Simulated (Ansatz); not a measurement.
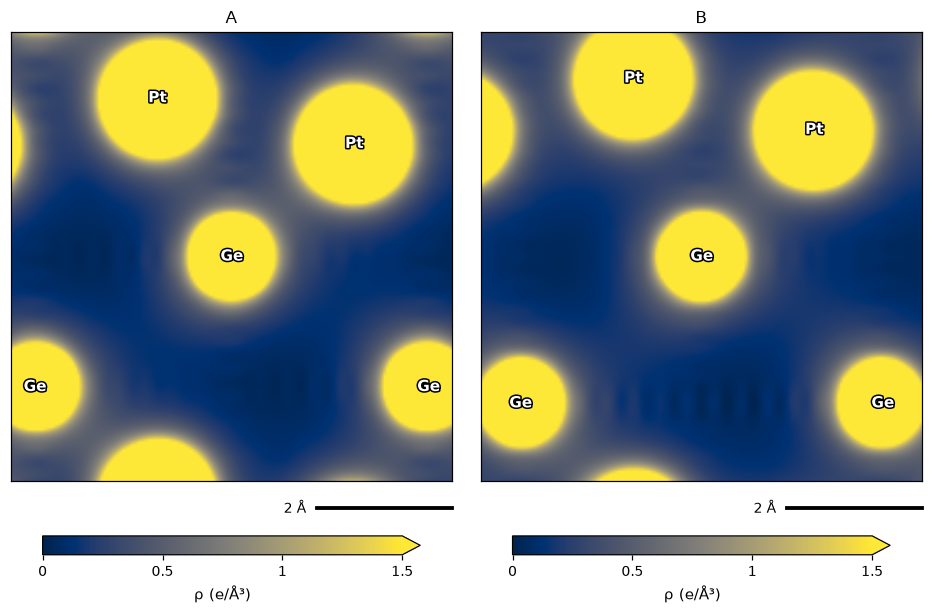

GePt. The valence pseudo-density of two cells that differ in size and shape, on the (010) plane of each (indices in the axes of the calculation cell), at one length scale and on one colour scale; one has 15.4 and the other 16.2 Å³ an atom.

Space group Pnma.

Level of theory: DFT PBE, scalar-relativistic, plane waves, PAW in Ansatz.

Core electrons are frozen (PAW), and the valence fields are smoothed inside the atomic spheres.

The larger cell:

```
Ge Pt
1.0
     5.82714    0.00000    0.00000
     0.00000    3.74452    0.00000
     0.00000    0.00000    5.94292
Ge Pt
4 4
Direct
  0.81323 0.75000 0.58749
  0.18677 0.25000 0.41251
  0.68677 0.25000 0.08749
  0.31323 0.75000 0.91251
  0.00178 0.75000 0.19301
  0.99822 0.25000 0.80699
  0.49822 0.25000 0.69301
  0.50178 0.75000 0.30699
```

The smaller cell: a = 5.361 Å, b = 3.445 Å, c = 6.686 Å, α = 90.00°, β = 90.00°, γ = 90.00°.

Which is the denser cell? Describe the effect of the change.

Panel B is the smaller cell, by 5 % in volume. From the larger cell to the smaller, Ge–Pt goes from 2.46 to 2.51 Å, and the density at its midpoint from 0.56 to 0.51 e/Å³; the pressure goes from 7 to 20 GPa.
